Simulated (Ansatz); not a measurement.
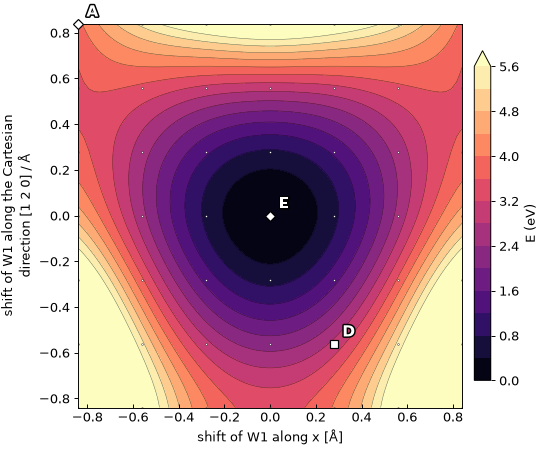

WSe2 (P6_3/mmc, No. 194; 6 atoms in the cell). One atom moved over a plane, all else fixed (x along [1 0 0], y along [1 2 0], z along [0 0 1] of the conventional cell). The first coordinate is: shift of W1 along x; the second: shift of W1 along the Cartesian direction [1 2 0]. Nothing is relaxed (all other atoms fixed). The grid has 7 × 7 points; 28 points were computed and 21 follow by symmetry. Points are written as (first, second). Energies: eV per cell, counted from the lowest grid point. The band gap closes in part of the range. Level of theory: Ansatz, DFT PBE+D3(BJ), scalar-relativistic, plane waves, PAW. Settings: cutoff 420 eV, k-mesh 9×9×2 in the order of the run's cell vectors, gaussian smearing 0.05 eV, no spin polarisation.

Drawn: filled contours, dots at the grid points, one colour for all values above the top of the scale, lettered points. Between grid points the surface is interpolated.

**Which space group has the cell at each letter?**

A: Pm; D: Pm; E: P6_3/mmc.

**What kind of point is each of D, E: minimum, saddle, maximum or slope?**

D: on a slope; E: minimum. (In these two coordinates alone; a stationary point may lie a little off the grid point.)

**Rank the lettered points by energy, lowest first.**

E (0.0 eV), D (2.9 eV), A (3.9 eV).

PAW datasets: the set soft_1.
